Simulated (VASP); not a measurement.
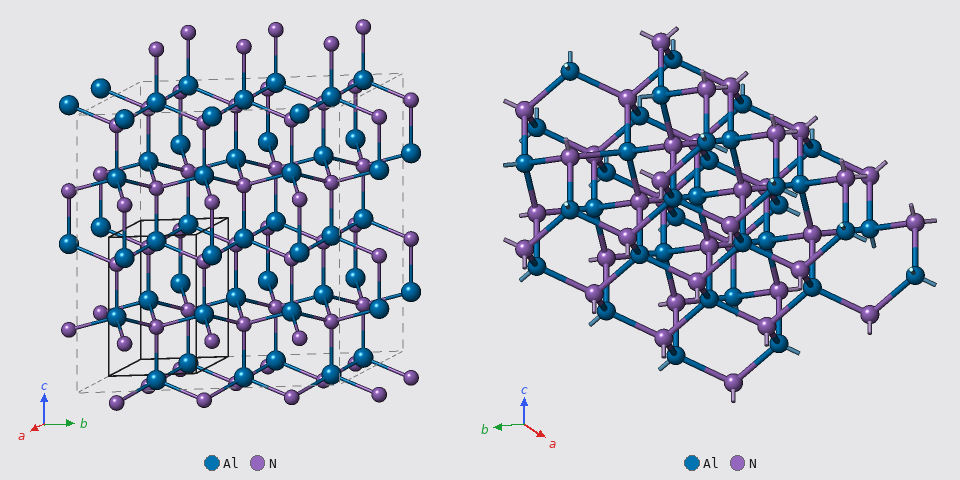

Left: the structure. Right: its underlying net. Nodes are coloured by element. Short stubs are edges that leave the cut-out.

AlN (space group P6_3mc, No. 186): coordinates from a relaxation with VASP Kohn-Sham DFT of a periodic cell, HSE06, VASP PAW PBE potentials, recommended in VASP 6.6.1.

Bonds are taken as Al–N below 2.1 Å. Simplification: prune 0- and 1-connected atoms, fold 2-connected ones into links.

The result is a uninodal 4-connected, three-periodic net: Al and N are 4-connected nodes. It is the lon net, known from lonsdaleite, wurtzite and tridymite. It is a single net, without interpenetration.

```json
{"node": "Al and N", "links": "4", "point symbol": "6^6", "coordination sequence": "4 12 25 44 67 96 130 170 214 264"}
```
